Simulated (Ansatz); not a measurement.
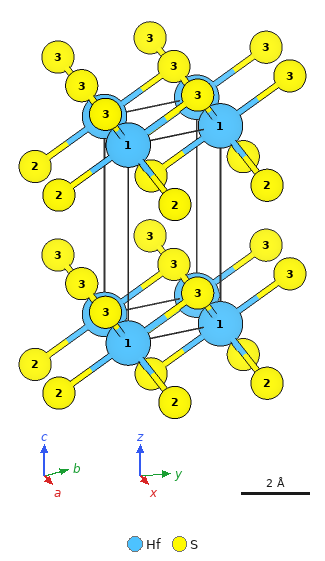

Solid HfS2 (P-3m1): the cell is strained equally along x and y, with the atoms kept at their fractional coordinates. x, y and z are the Cartesian axes of the input. The picture shows the reference cell. Style: ball-and-stick. Shown: the cell of the calculation, slightly off an axis.

Method: Ansatz, DFT LDA, scalar-relativistic, plane waves, PAW. (plane-wave cutoff 420 eV; k-point mesh 9 × 9 × 6; occupations gaussian; smearing width 0.05 eV; no spin polarisation). Energies (free energies at the smearing named) are counted from the cell as listed in its source, which wasn't relaxed.

Input
```yaml
crystal:
  lattice:
    - [3.63966418, 0.0, 0.0]
    - [-1.81983209, 3.1520416411, 0.0]
    - [0.0, 0.0, 6.05556247]
  atoms:
    - { symbol: Hf, position: [0.0, 0.0, 0.0] }
    - { symbol: S, position: [0.6666666667, 0.3333333333, 0.76395205] }
    - { symbol: S, position: [0.3333333333, 0.6666666667, 0.23604795] }
basis:
  ecutwfc: 420
kpoints:
  mp_grid: { grid: [9, 9, 6] }
hamiltonian:
  xc: lda
scf:
  occupations: { method: gaussian, width: 0.05 }
output:
  forces: true
  stress: true
  eigenvalues: true
```

**What energies does the calculation give (the strain: −0.020, −0.015, −0.010, −0.005, 0.000, 0.005, 0.010, 0.015, 0.020)?**

| strain | ΔE (meV/atom) |
| --- | --- |
| −0.020 | −12.8 |
| −0.015 | −12.2 |
| −0.010 | −9.8 |
| −0.005 | −5.7 |
| 0.000 | 0.0 |
| 0.005 | 7.3 |
| 0.010 | 16.2 |
| 0.015 | 26.5 |
| 0.020 | 38.3 |

The lowest computed point lies at the strain −0.02 (−12.8 meV/atom). The unrelaxed reference is under a pressure of −3.9 GPa, which tilts the curve. The distortion keeps the space group P-3m1. At the strain −0.02 the cell of the drawing goes a 3.640 → 3.567 Å, b 3.640 → 3.567 Å.
